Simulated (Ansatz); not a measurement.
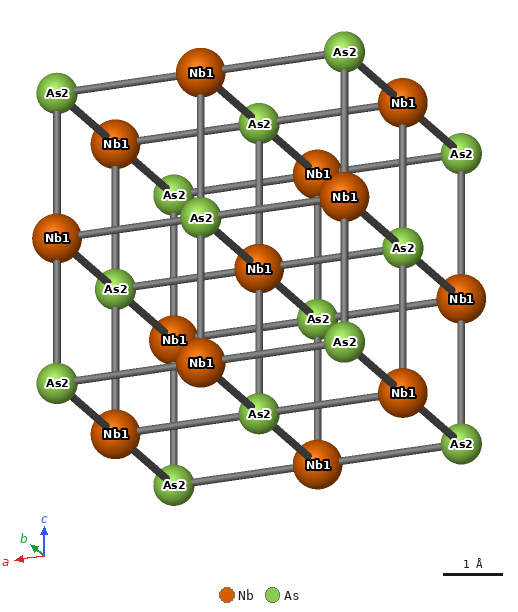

Reference structure: crystalline NbAs (built on the rocksalt type). A ball-and-stick model of the conventional cell (4 times the calculation's cell), seen from a free direction. Lengths and directions refer to the drawn axes.

Theory: DFT PBE, scalar-relativistic, plane waves, PAW in Ansatz. Settings: plane-wave cutoff 420 eV; k-point mesh 12 × 12 × 12; occupations gaussian; smearing width 0.05 eV; no spin polarisation.

Now this is done to it. The cell is strained by +0.9 % roughly along [3 0 −1], −0.1 % roughly along [−1 2 −3], −0.7 % along [0 2 1] (volume +0.1 %) and atoms are displaced by 0.01 Å relative to the cell: As2 0.01 Å along [3 −1 1], Nb1 0.01 Å along [−3 1 −1]. No relaxation follows.

The input:
```yaml
crystal:
  lattice:
    - [-0.0041597528, 2.6155880654, 2.6263351906]
    - [2.6553779771, -0.0053467605, 2.6275221982]
    - [2.661468569, 2.6228656649, -0.0114373523]
  atoms:
    - { symbol: Nb, position: [0.5016766497, 0.4976564845, 0.4993842811] }
    - { symbol: As, position: [-0.0016766497, 0.0023435155, 0.0006157189] }
basis:
  ecutwfc: 420
  ecutrho_ratio: 4
kpoints:
  mp_grid: { grid: [12, 12, 12] }
hamiltonian:
  xc: pbe
scf:
  occupations: { method: gaussian, width: 0.05 }
output:
  forces: true
  stress: true
  eigenvalues: true
```

Run as
```bash
ansatz run input.yaml --threads 2 --pin off --max-ram 2662MiB --backend cpu --events-out ev --progress --plain --runs-dir out
```

Q: What is the effect?

A: It costs 2.2 meV per atom. The pressure goes from −0.1 to −0.1 GPa. The principal stresses (compression positive) are 1.6 GPa along b, 0.5 GPa along c, −2.5 GPa along a. The largest forces, 0.097 eV/Å, act on Nb1 and As2; on As2 it points roughly along [−3 1 −1]. Some distances before and after: As–Nb 2.638 → 2.616 to 2.676 Å. The space group (tolerance 0.01 Å) goes from Fm-3m (No. 225) to P1 (No. 1).
